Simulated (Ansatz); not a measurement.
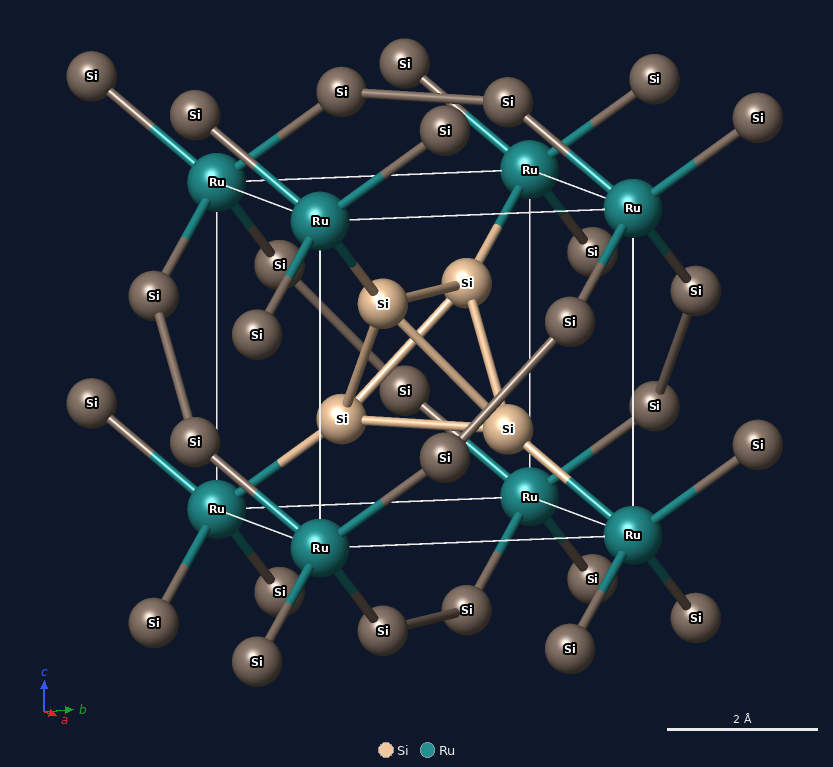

This ball-and-stick model is shown slightly off an axis. The lines enclose the conventional unit cell; boundary atoms appear with their images. The first bonded neighbours in the surrounding cells are also shown, in fainter colours. Cell: a = 4.40 Å, b = 4.40 Å, c = 4.40 Å, α = 90.00°, β = 90.00°, γ = 90.00°.

The model was built from a structure type filled with these elements by a generator (whether the compound takes this form wasn't checked). Earlier steps of the study may have refined or changed the cell and positions. A calculation with Ansatz used it as input.

Question: State composition, symmetry and coordination.

Answer: Composition: Si₄Ru. The atoms follow space group P-43m (No. 215); the Bravais lattice is primitive cubic. In the cell are 4 Si, 1 Ru, which makes 1 formula unit. Si is coordinated by three Si and one Ru (about 2.5 Å to Si, 2.3 Å to Ru). Each Ru is bonded to four Si in a tetrahedral arrangement at about 2.3 Å. The bonds build a three-dimensional framework.

Setup: DFT PBE, scalar-relativistic, plane waves, PAW in Ansatz 0.2.0; an energy cutoff of 420 eV, k-points on an 8×8×8 grid, Gaussian smearing of 0.1 eV, no spin polarisation.

Question: Does it come out as a metal, or with a gap?

Answer: A metal: bands cross the Fermi level.

Question: What charge does Bader's analysis assign to each element?

Answer: Si +0.24 e; Ru -0.97 e.

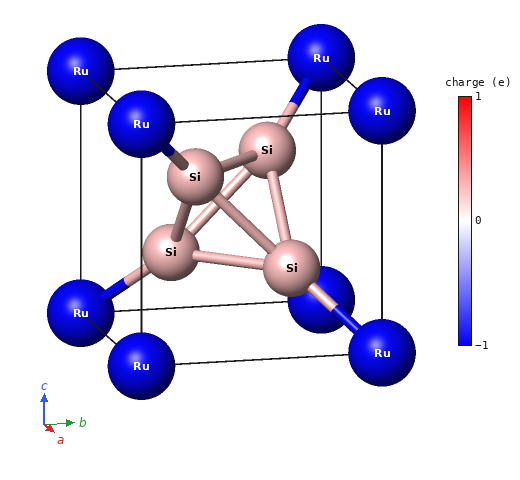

The atoms coloured by those charges. The run's cell of 5 atoms is drawn.

Question: Do the forces and the stress vanish for this geometry?

Answer: Yes. The largest force is 0.02 eV/Å. The pressure is 0.0 GPa, close to zero.
